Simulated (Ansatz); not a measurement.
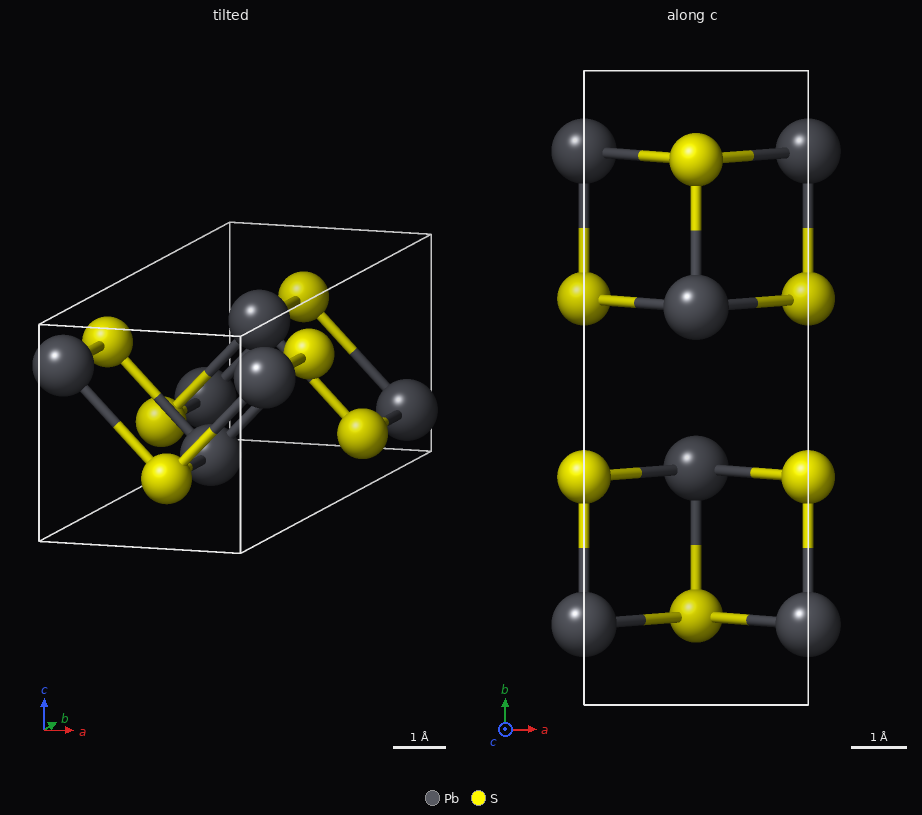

Shown here is a ball-and-stick view of the crystal, taken slightly off an axis and along the c axis. The box is the conventional unit cell; atoms on or close to its faces, edges and corners are drawn wherever they repeat. Cell: a = 4.11 Å, b = 11.63 Å, c = 4.27 Å, α = 90.00°, β = 90.00°, γ = 90.00°.

Origin of the cell: a structure listed in the Materials Project. Earlier steps of the study may have refined or changed the cell and positions. It was the input of a calculation with Ansatz.

**What is this?**

Formula: PbS. The structure has Cmcm (No. 63) symmetry and a base-centred orthorhombic lattice. Content of the cell: 4 Pb, 4 S (Z = 4). The neighbours of Pb are five S in a distorted square pyramidal arrangement at about 2.7 to 3.0 Å. The neighbours of S are five Pb in a distorted square pyramidal arrangement at about 2.7 to 3.0 Å. The bonds build PbS layers parallel to (010).

Level of theory and settings: DFT PBE+D3(BJ), scalar-relativistic, plane waves, PAW (Ansatz 0.2.0), 420 eV cutoff, k-points about 0.25 Å⁻¹ apart, Gaussian smearing of 0.02 eV, no spin polarisation.

**What is the electronic character?**

A semiconductor at this level, with a gap of 1.06 eV, indirect.

**What charge does Bader's analysis assign to each element?**

Pb +0.96 e; S -0.96 e.

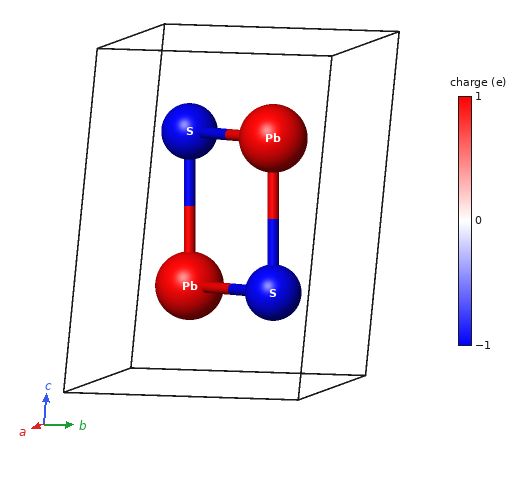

The atoms coloured by those charges. The run's cell of 4 atoms is drawn in a reduced setting, so axes and origin can differ from the first picture.

**Are forces and stress small enough to call this relaxed?**

Yes. All forces vanish to within 0.01 eV/Å. The pressure is 0.0 GPa, close to zero.
